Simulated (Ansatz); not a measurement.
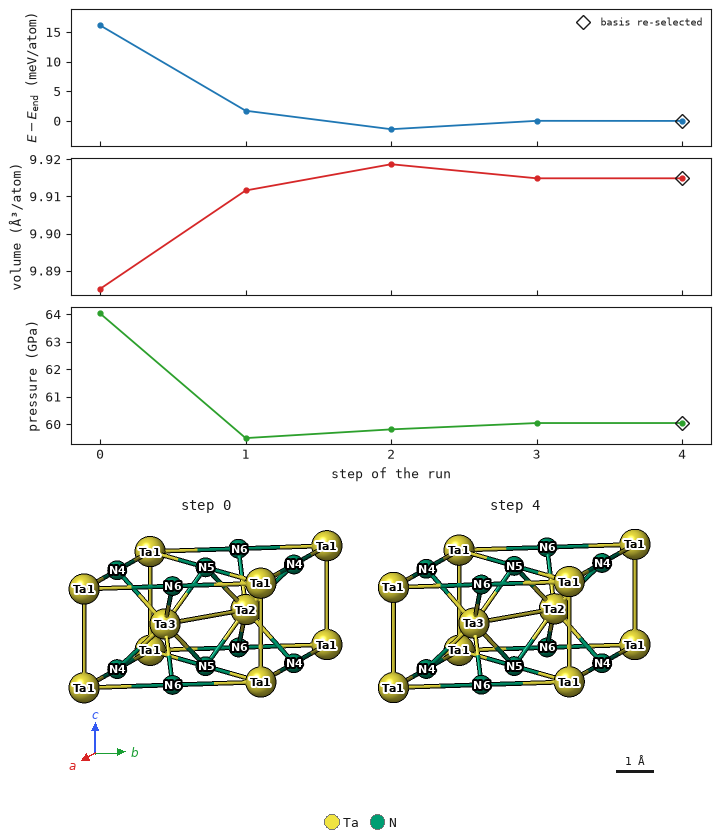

First and last geometry of a relaxation of a crystal of TaN (set up in P6/mmm), with the history of the run. The picture is a ball-and-stick view of the cell of the calculation, seen slightly off an axis.

Case: relaxed at 60 GPa.

Computed with DFT r2SCAN, scalar-relativistic, plane waves, PAW (Ansatz). (plane-wave cutoff 500 eV; k-point mesh 12 × 12 × 12; occupations gaussian; smearing width 0.1 eV; target pressure 60 GPa; no spin polarisation; cell and atoms relaxed; force threshold 0.008 eV/Å; at most 50 steps)

**Read the history and describe the run.**

It converged. The atoms keep their places relative to the cell (all moves are under 0.005 Å). The volume changes by +0.3 %, with a = b 4.941 → 4.913 Å (−0.6 %), c 2.806 → 2.845 Å (+1.4 %). Near-neighbour distances that change, for instance: Ta1–Ta1 2.806 → 2.845 Å, Ta2–Ta3 2.852 → 2.837 Å, Ta1–N4 2.470 → 2.457 Å, Ta2–N4 2.001 → 2.009 Å. The space group stays P6/mmm (No. 191). Over 3 accepted moves (4 points after the start) the energy falls by 16.1 meV per atom. With the target pressure of 60 GPa, the enthalpy E + pV changes by −5.0 meV per atom. All forces vanish by symmetry, so only the cell relaxes. The pressure goes from 64.03 to 60.05 GPa. The SCF was repeated once at an unchanged geometry on a basis and grid sized afresh for the cell, which shifted the energy by less than 0.05 meV per atom at most. Cost: 2.3 min on 1 thread of Arm Neoverse V2, with other jobs on the host, peak memory 0.69 GiB.
